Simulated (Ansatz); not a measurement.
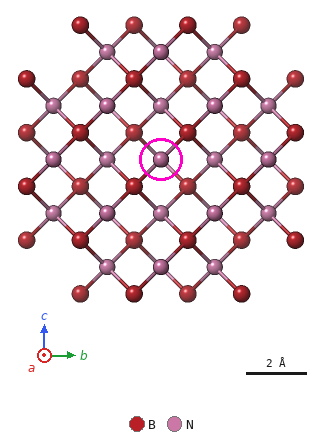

Perfect BN. Style: ball-and-stick. Shown: the atoms within 5.4 Å of one point, in a slice 4.2 Å thick across the line of sight, along the a axis.

These are results of Ansatz, DFT, PBEsol, PAW, plane waves, not measurements. Settings: plane-wave cutoff 420 eV; k-point mesh 1 × 1 × 1; mesh shifted by (0.25, 0.25, 0.25); collinear spin. Fermi-Dirac smearing of 0.01 eV. The axes drawn are those of the host's conventional cell.

An extra hydrogen atom is put between the host's atoms (an interstitial) at the ringed place, in charge state 0. The supercell has 64 sites, and the atoms are relaxed at the host's cell.

> How do the neighbours respond?

The H atom starts with 4 B at 1.56 to 1.57 Å, 6 N at 1.80 to 1.81 Å around its place and ends with 4 B at 1.57 Å, 6 N at 1.84 Å. Of the host's atoms, a nitrogen atom moves furthest from its site, by 0.04 Å. The cell's net moment is 1.00 μB.

The relaxed defect, seen from the same direction:

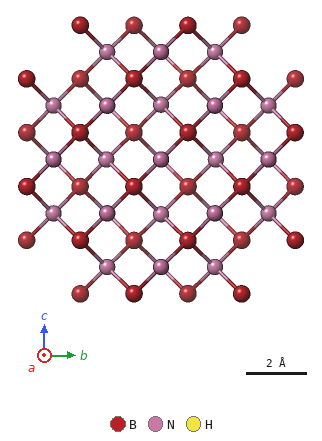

Limits of the set-up: the periodic images lie only 7.2 Å apart, so the values are limited by the cell's size.
